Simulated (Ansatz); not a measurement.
```
Si Mo
1.0
     5.37408    0.00000    0.00000
     0.00000    5.37408    0.00000
     0.00000    0.00000    5.37408
Si Mo
4 2
Cartesian
  1.3435 1.3435 4.0306
  4.0306 1.3435 1.3435
  1.3435 4.0306 1.3435
  4.0306 4.0306 4.0306
  2.6870 2.6870 2.6870
  0.0000 0.0000 0.0000
```

Space group Pn-3m; a structure from a database of computed crystals, not necessarily the ambient phase; started from the Cu2O-224 prototype, which need not be the ambient phase; computed without spin polarisation.

The calculation used Ansatz, DFT, r2SCAN+rVV10, plane waves, PAW.

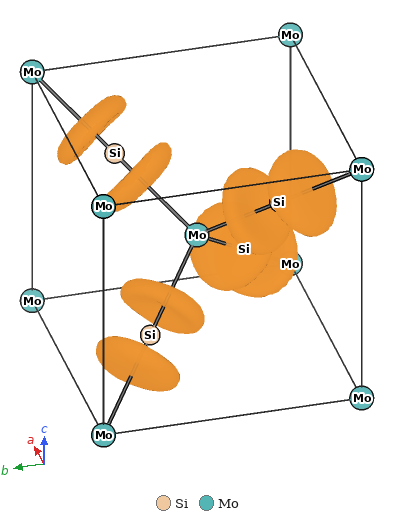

Si₂Mo. Isosurface of the ELF at 0.8 (orange), seen at an oblique angle. Core shells and regions of very low density are left out. Sticks mark near contacts.

Core electrons are frozen (PAW), and the valence fields are smoothed inside the atomic spheres.

Q: Describe the localisation domains.

A: The surface consists of eight lobes of the valence shell of Si pointing towards Mo (polar bonds), counted in one cell of 6 atoms. Regions shared between cells count once.

Values along the shortest contacts:
Si–Mo (2.33 Å): the ELF peaks at about 0.85 in the valence shell of Si, 0.8 Å from its nucleus, and is about 0.55 at the midpoint.
